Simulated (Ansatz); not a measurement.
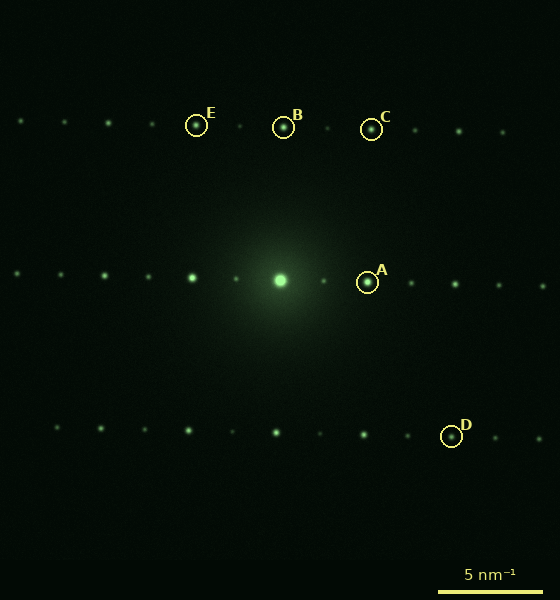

Simulated selected-area electron diffraction pattern (100 kV, kinematic approximation, thin crystal, B = 0.3 Å² for all atoms). The zone axis points towards the electron source and the pattern is seen from the source side.

The sample is Ir, space group P6_3/mmc (No. 194), a = 2.72 Å, c = 9.46 Å (hexagonal axes). Structure: coordinates from a relaxation with DFT PBE, scalar-relativistic, plane waves, PAW in Ansatz 0.2.0; the starting structure was generated, so it need not be a known form of this composition.

| atom | site | symmetry | x | y | z |
| --- | --- | --- | --- | --- | --- |
| Ir | 4f | 3m. | 0.3333 | 0.6667 | 0.1169 |

Spot A is indexed 0 0 -4 and spot B -1 2 0.

Index the other marked spots.

Answer. C = A + B = -1 2 -4 (d = 1.178 Å). D = 2A − B = 1 -2 -8 (d = 0.892 Å). E = −A + B = -1 2 4 (d = 1.178 Å).

Find the zone axis.

Answer. The cross product of A and B is parallel to [210]; every spot obeys hu + kv + lw = 0.

What are the spacings of A and B and the angle between them?

Answer. d(A) = 2.366 Å, d(B) = 1.358 Å, and the angle is 90.0°.
